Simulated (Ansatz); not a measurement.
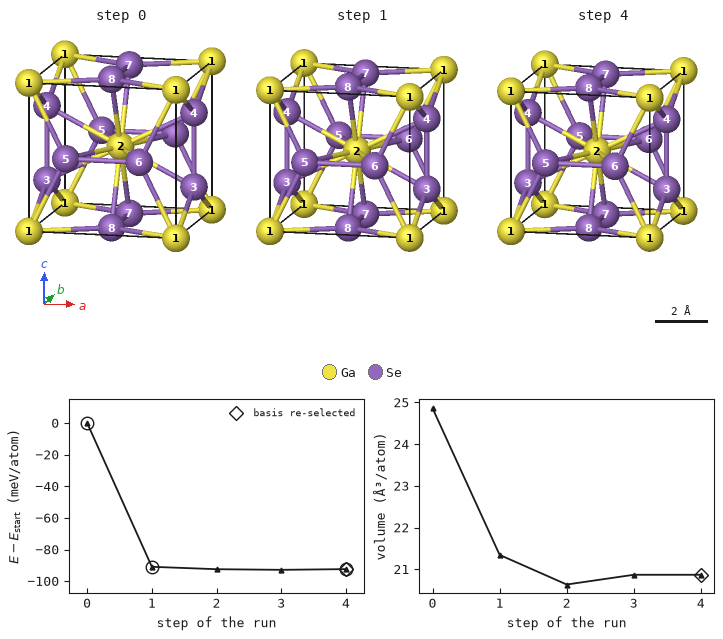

Frames of a relaxation of solid GaSe$_{3}$ (built on the A15_223 type) (coarse preliminary run), marked on the history of the run. Style: ball-and-stick. Shown: the cell of the calculation, slightly off an axis.

Case: A15 type (Pm-3n, No. 223).

Method: DFT PBE, scalar-relativistic, plane waves, PAW (Ansatz 0.2.0). Set-up: plane-wave cutoff 420 eV; k-point mesh 4 × 4 × 4; occupations gaussian; smearing width 0.1 eV; no spin polarisation; cell and atoms relaxed; force threshold 0.04 eV/Å; at most 70 steps.

**Describe the path.**

The atoms keep their places relative to the cell (all moves are under 0.005 Å). The drawn cell changes as follows: a = b = c 5.837 → 5.506 Å (−5.7 %); the volume changes by −16.1 %. Near-neighbour distances that change, for instance: Ga1–Se3 3.263 → 3.078 Å, Se3–Se4 2.919 → 2.753 Å. The space group stays Pm-3n (No. 223). The energy falls by 92.4 meV per atom in 3 accepted moves (4 points after the start). All forces vanish by symmetry, so only the cell relaxes. Pressure: −6.15 GPa at the start and −0.03 GPa at the end. At 1 point the geometry stayed and the basis and grid were re-selected for the new cell (energy shift of 0.4 meV per atom at most each time). From step 0 to 1: volume −14.1 %, energy −90.9 meV per atom. From step 1 to 4: volume −2.2 %, energy −1.5 meV per atom.
